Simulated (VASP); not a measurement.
## Geometry relaxation, with input and output: HfO2 (part 3 of 4)

The same run, continued: HfO2 (12 atoms in the cell); Kohn-Sham DFT of a periodic cell, PBE, VASP PAW PBE potentials, recommended, no spin polarisation (VASP 6.6.1); cutoff 600 eV, 4×4×4 k-mesh, Gaussian smearing of 0.05 eV. The structure derives from an entry of the Crystallography Open Database.

Geometry of the input (Å; fractional positions):
```
5.1180  0.0000  0.0000
0.0000  5.1857  0.0000
-0.8587  0.0000  5.2139
Hf 0.2755  0.0397  0.2080
Hf 0.7245  0.5397  0.2920
Hf 0.7245  0.9603  0.7920
Hf 0.2755  0.4603  0.7080
O  0.4487  0.7581  0.4801
O  0.5513  0.2581  0.0199
O  0.5513  0.2419  0.5199
O  0.4487  0.7419  0.9801
O  0.0742  0.3316  0.3467
O  0.9258  0.8316  0.1533
O  0.9258  0.6684  0.6533
O  0.0742  0.1684  0.8467
```

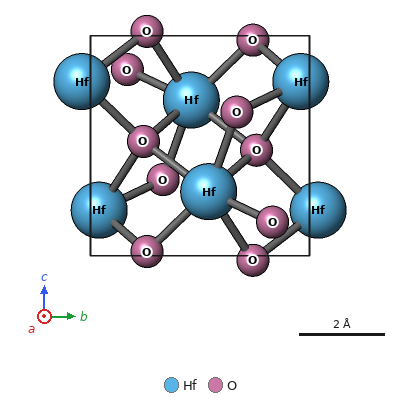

Figure 1. The starting structure (ball-and-stick view of the cell of the calculation, along the a axis).

Parts of OUTCAR, continued
```
 -----------------------------------------------------------------------------------
    total drift:                                0.000000     -0.000000      0.000000

  FREE ENERGIE OF THE ION-ELECTRON SYSTEM (eV)
  ---------------------------------------------------
  free  energy   TOTEN  =      -122.0470653527 eV

  energy  without entropy=     -122.0470653527  energy(sigma->0) =     -122.04706535

--------------------------------------- Ionic step        3  -------------------------------------------

 number of electron      87.9999999 magnetization

------------------------ aborting loop because EDIFF is reached ----------------------------------------

  FORCE on cell =-STRESS in cart. coord.  units (eV):
  Direction    XX          YY          ZZ          XY          YZ          ZX
  --------------------------------------------------------------------------------------
  -------------------------------------------------------------------------------------
  Total       -0.8650392     -0.8569588     -0.2123993      0.0000000      0.0000000     -0.2577940
  in kB       -9.8956393     -9.8032045     -2.4297480      0.0000000      0.0000000     -2.9490415
  external PRESSURE =      -7.3761973 kB  Pullay stress =       0.0000000 kB

 VOLUME and BASIS-vectors are now :
 -----------------------------------------------------------------------------
  energy-cutoff  :      600.00
  volume of cell :      140.06
      direct lattice vectors                 reciprocal lattice vectors
     5.138919499  0.000000000  0.002238266     0.194579528  0.000000000  0.031930391
     0.000000000  5.200708477  0.000000000     0.000000000  0.192281495  0.000000000
    -0.859892613  0.000000000  5.240070412    -0.000083114  0.000000000  0.190823491

 POSITION                                       TOTAL-FORCE (eV/Angst)
 -----------------------------------------------------------------------------------
      1.24059      0.20690      1.09127        -0.091631      0.114246     -0.050899
      3.46839      2.80725      1.53100         0.091631      0.114246      0.050899
      3.03844      4.99381      4.15104         0.091631     -0.114246      0.050899
      0.81064      2.39346      3.71130        -0.091631     -0.114246     -0.050899
      1.89033      3.94193      2.51490        -0.006526     -0.027927     -0.053553
      2.81864      1.34157      0.10737         0.006526     -0.027927      0.053553
      2.38869      1.25878      2.72741         0.006526      0.027927      0.053553
      1.46039      3.85914      5.13494        -0.006526      0.027927     -0.053553
      0.07373      1.72875      1.81413        -0.170873      0.056897     -0.054928
      4.63524      4.32910      0.80814         0.170873      0.056897      0.054928
      4.20530      3.47196      3.42818         0.170873     -0.056897      0.054928
     -0.35622      0.87160      4.43416        -0.170873     -0.056897     -0.054928
 -----------------------------------------------------------------------------------
    total drift:                                0.000000     -0.000000      0.000000

  FREE ENERGIE OF THE ION-ELECTRON SYSTEM (eV)
  ---------------------------------------------------
  free  energy   TOTEN  =      -122.0755193114 eV

  energy  without entropy=     -122.0755193114  energy(sigma->0) =     -122.07551931

[... ionic steps 4 to 21 ...]

--------------------------------------- Ionic step       22  -------------------------------------------

 number of electron      88.0000002 magnetization

------------------------ aborting loop because EDIFF is reached ----------------------------------------

  FORCE on cell =-STRESS in cart. coord.  units (eV):
  Direction    XX          YY          ZZ          XY          YZ          ZX
  --------------------------------------------------------------------------------------
  -------------------------------------------------------------------------------------
  Total       -0.0264721     -0.0256318      0.0651773      0.0000000      0.0000000      0.0038323
  in kB       -0.3032283     -0.2936029      0.7465832      0.0000000      0.0000000      0.0438973
  external PRESSURE =       0.0499173 kB  Pullay stress =       0.0000000 kB

 VOLUME and BASIS-vectors are now :
 -----------------------------------------------------------------------------
  energy-cutoff  :      600.00
  volume of cell :      139.87
      direct lattice vectors                 reciprocal lattice vectors
     5.138904617  0.000000000 -0.015763844     0.194693988  0.000000000  0.032595718
     0.000000000  5.190917192  0.000000000     0.000000000  0.192644183  0.000000000
    -0.878304292  0.000000000  5.246105111     0.000585029  0.000000000  0.190715552

 POSITION                                       TOTAL-FORCE (eV/Angst)
 -----------------------------------------------------------------------------------
      1.23519      0.22099      1.08649        -0.002148      0.008576     -0.003539
      3.46456      2.81645      1.52080         0.002148      0.008576      0.003539
      3.02541      4.96993      4.14386         0.002148     -0.008576      0.003539
      0.79604      2.37447      3.70954        -0.002148     -0.008576     -0.003539
      1.88881      3.93158      2.49756        -0.011613     -0.004953      0.006917
      2.81094      1.33612      0.10972         0.011613     -0.004953     -0.006917
      2.37179      1.25934      2.73278         0.011613      0.004953     -0.006917
      1.44966      3.85480      5.12062        -0.011613      0.004953      0.006917
      0.04355      1.71369      1.81898         0.002966     -0.004456      0.004088
      4.65620      4.30915      0.78831        -0.002966     -0.004456     -0.004088
      4.21705      3.47722      3.41136        -0.002966      0.004456     -0.004088
     -0.39560      0.88176      4.44204         0.002966      0.004456      0.004088
 -----------------------------------------------------------------------------------
    total drift:                                0.000000     -0.000000      0.000000

  FREE ENERGIE OF THE ION-ELECTRON SYSTEM (eV)
  ---------------------------------------------------
  free  energy   TOTEN  =      -122.0885639613 eV

  energy  without entropy=     -122.0885639613  energy(sigma->0) =     -122.08856396

--------------------------------------- Ionic step       23  -------------------------------------------

 number of electron      88.0000003 magnetization

------------------------ aborting loop because EDIFF is reached ----------------------------------------

  FORCE on cell =-STRESS in cart. coord.  units (eV):
  Direction    XX          YY          ZZ          XY          YZ          ZX
  --------------------------------------------------------------------------------------
  -------------------------------------------------------------------------------------
  Total        0.0291563     -0.0052314      0.1149096      0.0000000      0.0000000      0.0283236
  in kB        0.3340164     -0.0599314      1.3164139      0.0000000      0.0000000      0.3244777
  external PRESSURE =       0.5301663 kB  Pullay stress =       0.0000000 kB

 VOLUME and BASIS-vectors are now :
 -----------------------------------------------------------------------------
  energy-cutoff  :      600.00
  volume of cell :      139.85
      direct lattice vectors                 reciprocal lattice vectors
     5.138505051  0.000000000 -0.016220857     0.194712080  0.000000000  0.032612736
     0.000000000  5.190629034  0.000000000     0.000000000  0.192654877  0.000000000
    -0.878702235  0.000000000  5.246230805     0.000602032  0.000000000  0.190713875

 POSITION                                       TOTAL-FORCE (eV/Angst)
 -----------------------------------------------------------------------------------
      1.23477      0.22102      1.08637         0.008423      0.007284     -0.000752
      3.46438      2.81633      1.52053        -0.008423      0.007284      0.000752
      3.02503      4.96961      4.14364        -0.008423     -0.007284      0.000752
      0.79542      2.37430      3.70948         0.008423     -0.007284     -0.000752
      1.88827      3.93142      2.49720        -0.010197     -0.008668      0.007168
      2.81088      1.33611      0.10970         0.010197     -0.008668     -0.007168
      2.37153      1.25921      2.73281         0.010197      0.008668     -0.007168
      1.44892      3.85452      5.12031        -0.010197      0.008668      0.007168
      0.04290      1.71243      1.82011        -0.000780     -0.002213      0.001087
      4.65625      4.30774      0.78678         0.000780     -0.002213     -0.001087
      4.21690      3.47820      3.40990         0.000780      0.002213     -0.001087
     -0.39645      0.88289      4.44323        -0.000780      0.002213      0.001087
 -----------------------------------------------------------------------------------
    total drift:                                0.000000     -0.000000      0.000000

  FREE ENERGIE OF THE ION-ELECTRON SYSTEM (eV)
  ---------------------------------------------------
  free  energy   TOTEN  =      -122.0885906260 eV

  energy  without entropy=     -122.0885906260  energy(sigma->0) =     -122.08859063

--------------------------------------- Ionic step       24  -------------------------------------------

 number of electron      88.0000004 magnetization

 Free energy of the ion-electron system (eV)
  ---------------------------------------------------
  ext. energy  EPLUGINS =         0.00000000
  ---------------------------------------------------
  free energy    TOTEN  =      -122.08865950 eV

  energy without entropy =     -122.08865950  energy(sigma->0) =     -122.08865950

 E-fermi :   3.2453     XC(G=0): -11.3690     alpha+bet :-11.9125

 val. band max:        3.0326630824   @ k =   0.0000   0.0000   0.0000
 cond. band min:       7.0640608622   @ k =   0.5000   0.0000   0.0000
 fundamental gap:      4.0313977798
 Fermi energy:         3.2453132499

 k-point     1 :       0.0000    0.0000    0.0000
  band No.  band energies     occupation
      1     -26.5654      2.00000
      2     -26.5385      2.00000
      3     -26.5091      2.00000
      4     -26.3370      2.00000
      5     -26.2693      2.00000
      6     -26.2324      2.00000
      7     -26.2100      2.00000
      8     -26.1729      2.00000
      9     -26.1444      2.00000
     10     -26.1443      2.00000
     11     -26.0902      2.00000
     12     -26.0391      2.00000
     13     -15.0287      2.00000
     14     -13.6899      2.00000
     15     -13.5658      2.00000
     16     -13.4993      2.00000
     17     -13.0397      2.00000
     18     -13.0050      2.00000
     19     -12.9179      2.00000
     20     -12.8293      2.00000
     21      -2.4321      2.00000
     22      -2.3249      2.00000
     23      -1.8180      2.00000
     24      -1.5948      2.00000
     25      -1.4886      2.00000
     26      -1.1500      2.00000
     27      -0.3756      2.00000
     28      -0.0912      2.00000
     29       0.0931      2.00000
     30       0.2667      2.00000
     31       0.2813      2.00000
     32       0.4223      2.00000
     33       0.9585      2.00000
     34       1.1137      2.00000
     35       1.1385      2.00000
     36       1.2022      2.00000
     37       1.3824      2.00000
     38       1.8668      2.00000
     39       1.8769      2.00000
     40       2.0282      2.00000
     41       2.4458      2.00000
     42       2.4767      2.00000
     43       2.8033      2.00000
     44       3.0327      2.00000
     45       7.5565      0.00000
     46       8.0357      0.00000
     47       8.1524      0.00000
     48       8.5038      0.00000
     49       8.6842      0.00000
     50       8.8298      0.00000
     51       9.0842      0.00000
     52       9.2371      0.00000

 k-point     2 :       0.2500    0.0000    0.0000
  band No.  band energies     occupation
      1     -26.5320      2.00000
      2     -26.5067      2.00000
      3     -26.4684      2.00000
      4     -26.3542      2.00000
      5     -26.2618      2.00000
      6     -26.2365      2.00000
      7     -26.2235      2.00000
      8     -26.2096      2.00000
      9     -26.1524      2.00000
     10     -26.1416      2.00000
     11     -26.1018      2.00000
     12     -26.0823      2.00000
     13     -14.7982      2.00000
     14     -13.6086      2.00000
     15     -13.5831      2.00000
     16     -13.5287      2.00000
     17     -13.1998      2.00000
     18     -13.0149      2.00000
     19     -12.9477      2.00000
     20     -12.9065      2.00000
     21      -2.3508      2.00000
     22      -2.1501      2.00000
     23      -1.8493      2.00000
     24      -1.4936      2.00000
     25      -1.4504      2.00000
     26      -0.9689      2.00000
     27      -0.4439      2.00000
     28      -0.3879      2.00000
     29      -0.0348      2.00000
     30      -0.0165      2.00000
     31       0.4694      2.00000
     32       0.5997      2.00000
     33       0.6113      2.00000
     34       1.0677      2.00000
     35       1.3865      2.00000
     36       1.4601      2.00000
     37       1.6533      2.00000
     38       1.6643      2.00000
     39       1.7870      2.00000
     40       2.0898      2.00000
     41       2.3209      2.00000
     42       2.4650      2.00000
     43       2.4665      2.00000
     44       2.9920      2.00000
     45       7.4084      0.00000
     46       7.8252      0.00000
     47       8.1044      0.00000
     48       8.3205      0.00000
     49       8.8089      0.00000
     50       9.0609      0.00000
     51       9.1417      0.00000
     52       9.3740      0.00000

 k-point     3 :       0.5000    0.0000    0.0000
  band No.  band energies     occupation
      1     -26.5225      2.00000
      2     -26.4097      2.00000
      3     -26.3790      2.00000
      4     -26.3651      2.00000
      5     -26.3544      2.00000
      6     -26.2717      2.00000
      7     -26.2434      2.00000
      8     -26.2130      2.00000
      9     -26.1462      2.00000
     10     -26.1456      2.00000
     11     -26.1237      2.00000
     12     -26.1142      2.00000
     13     -14.4422      2.00000
     14     -13.6103      2.00000
     15     -13.5977      2.00000
     16     -13.5551      2.00000
     17     -13.4930      2.00000
     18     -13.0131      2.00000
     19     -12.9808      2.00000
     20     -12.9052      2.00000
     21      -2.5033      2.00000
     22      -1.9351      2.00000
     23      -1.4526      2.00000
     24      -1.3557      2.00000
     25      -1.2364      2.00000
     26      -1.1774      2.00000
     27      -0.5898      2.00000
     28      -0.3554      2.00000
     29      -0.3410      2.00000
     30       0.0723      2.00000
     31       0.2230      2.00000
     32       0.4421      2.00000
     33       0.8046      2.00000
     34       1.0636      2.00000
     35       1.3669      2.00000
     36       1.3830      2.00000
     37       1.6247      2.00000
     38       1.6330      2.00000
     39       1.7351      2.00000
     40       2.1358      2.00000
     41       2.2627      2.00000
     42       2.4370      2.00000
     43       2.5493      2.00000
     44       2.9488      2.00000
     45       7.0641      0.00000
     46       8.0855      0.00000
     47       8.1336      0.00000
     48       8.1580      0.00000
     49       8.8642      0.00000
     50       8.8746      0.00000
     51       8.9931      0.00000
     52       9.4304      0.00000
```
